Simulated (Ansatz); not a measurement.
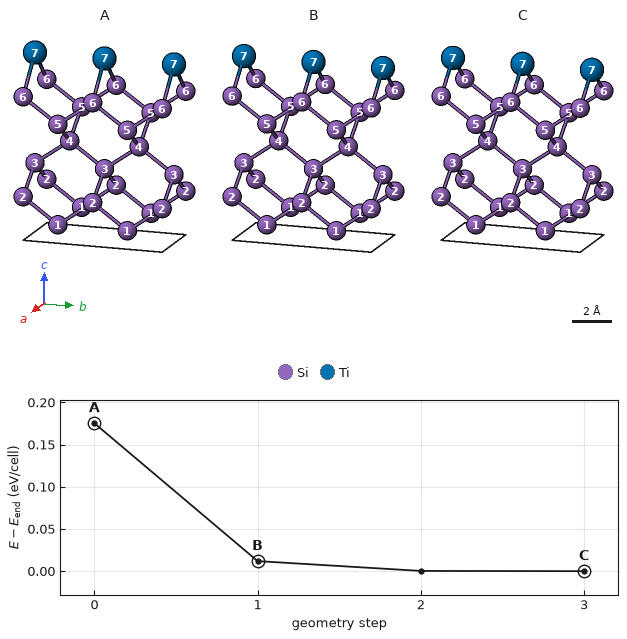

Frames of a constrained relaxation of a slab of composition TiSi6 (cut from the Fd-3m phase), marked on the history of the run. The picture is a ball-and-stick view of the 1 × 2 repeat of the cell, outlined in the plane, without the vacuum, seen slightly off an axis.

Case: Ti put at a bridge Si-Si site. The slab is the (1 0 0) face of Si with Ti on it. 3 atoms are held fixed.

Method: Ansatz 0.2.0, DFT PBEsol, scalar-relativistic, plane waves, PAW.

The input:
```yaml
crystal:
  lattice:
    - [3.8417168286, 0.0, 0.0]
    - [0.0, 3.8417168286, 0.0]
    - [0.0, 0.0, 25.7912600522]
  atoms:
    - { symbol: Si, position: [0.0, 0.5, 0.3295690084] }
    - { symbol: Si, position: [0.0, 0.0, 0.3822322752] }
    - { symbol: Si, position: [0.5, 0.0, 0.4348955421] }
    - { symbol: Si, position: [0.5, 0.5, 0.4872505127] }
    - { symbol: Si, position: [0.0, 0.5, 0.5400001606] }
    - { symbol: Si, position: [0.0, 0.0, 0.5916358895] }
    - { symbol: Ti, position: [0.5, 0.0, 0.6660797125], spin: 2.0 }
basis:
  ecutwfc: 420
kpoints:
  mp_grid: { grid: [8, 8, 1] }
hamiltonian:
  xc: pbesol
scf:
  occupations: { method: gaussian, width: 0.05 }
output:
  forces: true
  eigenvalues: true
  populations: true
  write_density: true
  write_potential: true
  elf: true
  volumetric_format: npy
magnetization:
  spin_polarized: true
relax:
  adjacent_minimum: "off"
  f_tol: 0.03
  max_steps: 70
  constraints: [{ sites: [0, 1, 2] }]
efield:
  axis: 3
  dipole_correction: true
  ramp_width: 0.04
```

Run as
```bash
ansatz run input.yaml --threads 2 --pin off --max-ram 5120MiB --backend cpu --events-out ev --progress --plain --runs-dir out
```

**Describe the path.**

The atom that moves furthest is Ti7 (0.29 Å along the normal (−c)). Largest moves by element: Ti 0.29 Å, Si 0.03 Å. The lattice vectors keep their values. Near-neighbour distances that change, for instance: Si6–Ti7 2.716 → 2.500 Å, Si5–Si6 2.337 → 2.352 Å, Si4–Si5 2.354 → 2.358 Å. Bond angles that change, for instance: Si6–Ti7–Si6 90.0° → 100.4°, Ti7–Si6–Ti7 90.0° → 100.4°, Si5–Si6–Ti7 113.8° → 111.7°. Over 3 geometry steps the energy falls by 0.175 eV per cell of the calculation. Largest force component: 1.1 eV/Å at the start, 0.0097 eV/Å at the end. From step 0 to 1: Ti7 moves most (0.19 Å), energy −0.163 eV per cell of the calculation. From step 1 to 3: Ti7 moves most (0.10 Å), energy −11.9 meV per cell of the calculation.

```
step  E − E(0), meV/atom  largest force component, eV/Å
   0                0.00                         1.0626
   1              -23.34                         0.2836
   2              -25.00                         0.0836
   3              -25.04                         0.0097
```

Limits of the set-up: the periodic images lie only 3.8 Å apart, so the values are limited by the cell's size.
